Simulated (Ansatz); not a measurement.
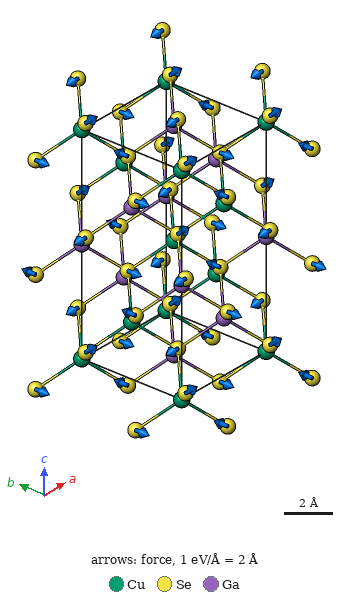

Starting geometry of solid GaCuSe2 (a generated structure, set up in I-42d) with the computed forces as blue arrows. A ball-and-stick model of the conventional cell (2 times the calculation's cell), seen from a free direction. Lengths and directions refer to the drawn axes.

Method: DFT, PBE, plane waves, PAW in Ansatz 0.2.0.

Input file:
```yaml
crystal:
  lattice:
    - [-2.7798838111, 2.7798838111, 5.5597676222]
    - [2.7798838111, -2.7798838111, 5.5597676222]
    - [2.7798838111, 2.7798838111, -5.5597676222]
  atoms:
    - { symbol: Cu, position: [0.0, 0.0, 0.0] }
    - { symbol: Se, position: [0.375, 0.375, 0.5] }
    - { symbol: Cu, position: [0.75, 0.25, 0.5] }
    - { symbol: Se, position: [0.125, 0.625, 0.0] }
    - { symbol: Ga, position: [0.5, 0.5, 0.0] }
    - { symbol: Se, position: [0.875, 0.875, 0.5] }
    - { symbol: Ga, position: [0.25, 0.75, 0.5] }
    - { symbol: Se, position: [0.625, 0.125, 0.0] }
kpoints:
  mp_grid: { grid: [6, 6, 6] }
hamiltonian:
  xc: pbe
scf:
  occupations: { method: fermi_dirac, width: 0.02 }
relax:
  f_tol: 0.005
  cell: {}
```

Command:
```bash
ansatz run input.yaml --threads 2 --pin off --max-ram 20275MiB --backend cpu --events-out ev --progress --plain --runs-dir out
```

**What follows when this structure is relaxed?**

It isn't relaxed: the largest force vector, on Se atoms, is 0.40 eV/Å. The atoms end up moving mostly along the starting forces (cosine between the two patterns 1.00). The largest moves relative to the cell, 0.035 Å, are those of Se2, Se4, Se6 and Se8. Se4 goes along −b. Ga and Cu stay in place. Cell: a = b 5.560 → 5.673 Å (+2.0 %), c 11.120 → 11.260 Å (+1.3 %). Volume +5.4 %. Some distances before and after: Ga5–Se6 2.407 → 2.471 Å, Cu1–Se2 2.407 → 2.430 Å. The space group stays I-42d (No. 122). Over 3 accepted moves (4 points after the start) the energy falls by 0.131 eV per cell of the calculation. The largest force component goes from 0.4 to 0.00013 eV/Å. Pressure: 3.79 GPa at the start and −0.01 GPa at the end. The SCF was repeated once at an unchanged geometry on a basis and grid sized afresh for the cell, which shifted the energy by 2.0 meV per cell of the calculation at most. The run took 61 s on 2 threads of AMD EPYC 7R13 Processor (Zen 3) (shared host), peak memory 0.92 GiB.
